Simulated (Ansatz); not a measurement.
# ZnS (P6_3mc): refractive index against wavelength

The refractive index of ZnS (P6_3mc) along x below the direct gap (2.25 eV on the mesh) is read from one computed spectrum, n = √(Re ε). x, y and z are the Cartesian axes of the input cell.

It takes space group P6_3mc (No. 186, hexagonal). The conventional cell has a = 3.811 Å, b = 3.811 Å, c = 6.234 Å, α = 90.00°, β = 90.00°, γ = 120.00°. Zn on site b is surrounded by 4 S at 2.31 to 2.40 Å. S on site b has 4 Zn at 2.31 to 2.40 Å as nearest neighbours.

Method: Ansatz 0.2.0, PBE, independent particles, k-mesh 12×12×6 with interpolation inside its cells, Gaussian parameter 0.15 eV.

Launch of the response step: `ansatz run input.yaml --threads 4 --pin off --max-ram 8192MiB --backend cpu --events-out ev --progress --plain --runs-dir out`. The run took 30 s, on 4 threads of Arm Neoverse V2 (shared host).

```tsv
wavelength (nm)	photon energy E (eV)	n
3000	0.413	2.5021
2000	0.620	2.5092
1550	0.800	2.5179
1310	0.946	2.5268
1064	1.165	2.5437
850	1.459	?
```

In the single-oscillator model n² − 1 = E₀E_d/(E₀² − E²), so 1/(n² − 1) = E₀/E_d − E²/(E₀E_d) is linear in E².

Working, on the rows shown:

| x = E² (eV²) | y = 1/(n² − 1) |
| --- | --- |
| 0.170801 | 0.190096 |
| 0.384302 | 0.188819 |
| 0.639837 | 0.187272 |
| 0.895757 | 0.185711 |
| 1.35784 | 0.182802 |

Means: x̄ = 0.68971, ȳ = 0.18694. Σ(x − x̄)(y − ȳ) = -0.005246, Σ(x − x̄)² = 0.8539. Slope = -0.005246 / 0.8539 = -0.006144; intercept = ȳ − slope · x̄ = 0.19118. Turned back into n, the line misses the rows shown by at most 0.00021.

Q: What does the fit predict for the withheld row, and how well does it do?

A: At x = 2.1276 the line gives y = 0.17811, that is 2.5719. The run gave 2.5739, so the extrapolation is off by 0.002, 3 % of the range in the table.

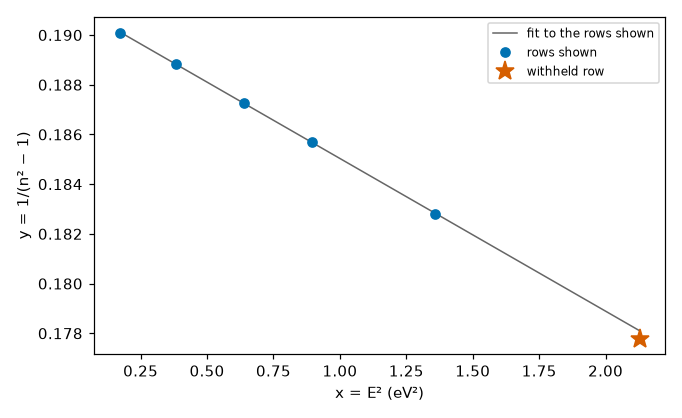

Refitted with all rows, the slope is -0.006296 and the intercept 0.19126. These give E₀ = √(intercept/−slope) = 5.51 eV and E_d = E₀/intercept = 28.8 eV; E₀ is 2.5 times the direct gap. The electronic limit at long wavelengths, without lattice vibrations, is n = √(1 + 1/intercept) = 2.496. The cell comes from an older database entry, whose edges can be off by a per cent or so. Excitons are left out and so are local fields; PBE gaps are as a rule too small.

[Logs are printed without paths, hosts, clocks, repeated set-up lines and the standing remarks that a program may print on its own settings, such as how far it seeks lower states.]
